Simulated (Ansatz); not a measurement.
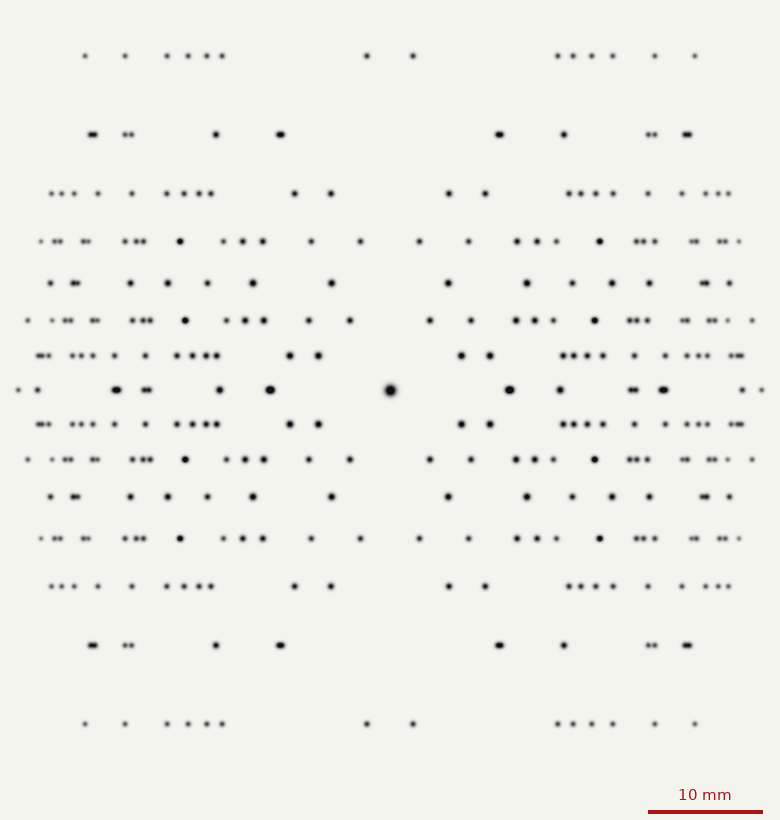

Simulated X-ray rotation photograph: Mo Kα radiation (λ = 0.7107 Å), cylindrical film of radius 30.0 mm unrolled, rotation axis vertical and normal to the beam, kinematic intensities without Lorentz or polarisation factors, the film spanning ±63° about the beam; spots down to d = 0.67 Å.

Measure the layer lines and find the identity period along the axis.

Answer. The first layer line lies 3.0 mm from the equator, so tan ν = 0.101, sin ν = 0.100 and the period is λ/sin ν = 7.09 Å. Further lines follow at 6.1, 9.5, 13.1, 17.4, 22.6, 29.6 mm.

The crystal is Hg, space group R-3m (No. 166), a = 4.092 Å, c = 6.011 Å (hexagonal axes). Structure: the end point of a relaxation with Ansatz, DFT PBE, scalar-relativistic, plane waves, PAW.

About which axis was it rotated?

Answer. About [210] (or an equivalent direction), whose length in the conventional cell is 7.088 Å. The period alone comes close to that of [101] as well.
